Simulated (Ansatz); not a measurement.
System: Mg2S3.

Input file:

```
crystal:
  lattice:
    - [1.9323029021, 1.1156156007, 7.5906590793]
    - [-1.9323029021, 1.1156156007, 7.5906590793]
    - [0.0, -2.2312312014, 7.5906590793]
  atoms:
    - { symbol: Mg, position: [0.2667685676, 0.2667685676, 0.2667685676] }
    - { symbol: Mg, position: [0.7332314324, 0.7332314324, 0.7332314324] }
    - { symbol: S, position: [0.0, 0.0, 0.0] }
    - { symbol: S, position: [0.4538296567, 0.4538296567, 0.4538296567] }
    - { symbol: S, position: [0.5461703433, 0.5461703433, 0.5461703433] }
basis:
  ecutwfc: 420
kpoints:
  mp_grid: { grid: [12, 12, 12] }
hamiltonian:
  xc: pbe
scf:
  occupations: { method: gaussian, width: 0.02 }
output:
  forces: true
  stress: true
  eigenvalues: true
  write_density: true
  write_potential: true
  elf: true
  volumetric_format: npy
relax:
  adjacent_minimum: "off"
  f_tol: 0.01
  max_steps: 80
  cell: { stress_tol: 0.05 }
```

Launched as:

```sh
ansatz run input.yaml --threads 1 --pin off --max-ram 2560MiB --backend cpu --events-out ev --progress --plain --runs-dir out
```

Below, planes, directions and counts refer to the conventional cell (a = 3.86 Å, b = 3.86 Å, c = 22.75 Å, α = 90.00°, β = 90.00°, γ = 120.00°).

The fields are those of the relaxed geometry.

Space group R-3m; a generated structure, not necessarily the stable one.

The calculation used Ansatz, DFT PBE, scalar-relativistic, plane waves, PAW.

**What will maps of the valence pseudo-density and electron localisation function show?**

S–S (2.10 Å): ρ is about 0.91 e/Å³ halfway; the ELF peaks at about 0.80 between the atoms, as expected for a covalent bond.

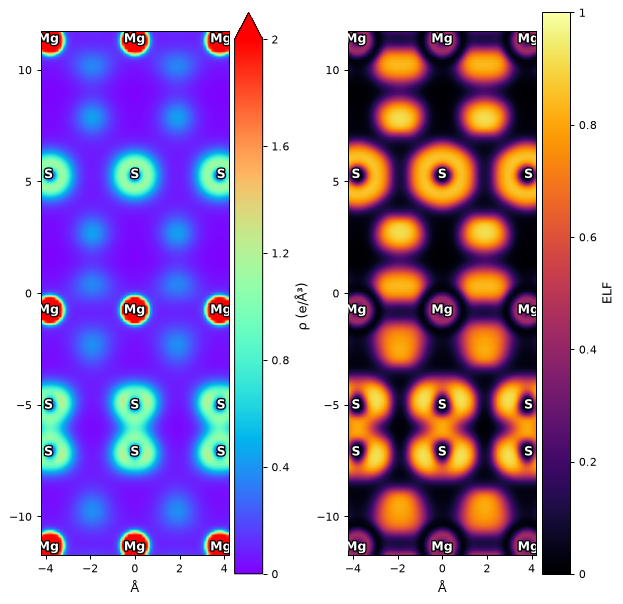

Computed valence pseudo-density and electron localisation function on the (100) plane of the conventional cell, in this order. 

The density is the valence pseudo-density of a PAW calculation; it isn't the true density close to the nuclei.
